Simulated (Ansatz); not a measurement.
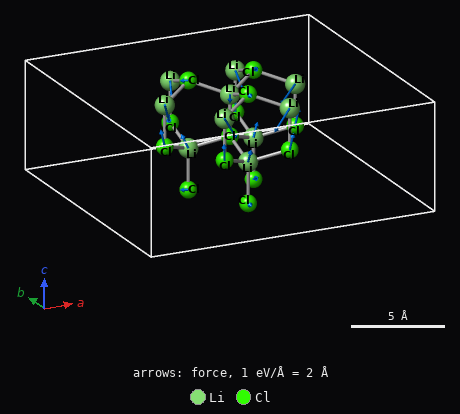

Starting geometry of a wire of composition LiCl with the computed forces as blue arrows. A ball-and-stick model of the cell of the calculation, with the vacuum cut short, seen from a free direction.

Case: wire along [0 0 1], 20 atoms a period.

These are results of DFT PBE, scalar-relativistic, plane waves, PAW (Ansatz 0.2.0), not measurements. Settings: plane-wave cutoff 420 eV; k-point mesh 1 × 1 × 5; occupations gaussian; smearing width 0.05 eV; collinear spin; cell relaxed at fixed a, b, alpha, beta, gamma; force threshold 0.02 eV/Å; at most 45 steps.

**Is this structure relaxed? If not, where do the atoms go?**

It isn't relaxed: the largest force vector, on Li atoms, is 0.80 eV/Å. The final displacements have little in common with the starting forces (cosine between the two patterns −0.02). Over 17 accepted moves (20 points after the start) the energy falls by 3.437 eV per cell of the calculation. Largest force component: 0.67 eV/Å at the start, 0.0021 eV/Å at the end. The line search rejected the trial steps at points 10, 16 of the run. The SCF was repeated once at an unchanged geometry on a basis and grid sized afresh for the cell, which shifted the energy by 1.2 meV per cell of the calculation at most. The largest moves relative to the layer's centre, 1.24 Å, are those of Cl atoms. By element the largest moves are Cl 1.24 Å, Li 1.17 Å. Along the periodic axis the drawn cell goes c 6.289 → 4.515 Å (−28.2 %). Among the contacts that change: Cl–Li 3.896 → 2.258 Å, Cl–Li 3.896 → 2.300 Å, Cl–Li 3.896 → 2.340 Å, Cl–Li 2.388 → 3.406 Å. New bonds form: Cl–Li (3.90 → 2.26 Å), Cl–Li (3.90 → 2.30 Å), Cl–Li (3.90 → 2.34 Å). Bonds break: Cl–Li (2.39 → 3.40 Å), Cl–Li (2.39 → 3.41 Å). Bond angles that change, for instance: Li–Cl–Li 108.3° → 81.1°, Cl–Li–Cl 108.3° → 89.9°, Li–Cl–Li 110.6° → 126.6°. The program noted that the starting moments weren't kept. The run took 6.9 min on 4 threads of Intel(R) Xeon(R) Platinum 8559C (Emerald Rapids), with other jobs on the host, peak memory 3 GiB.
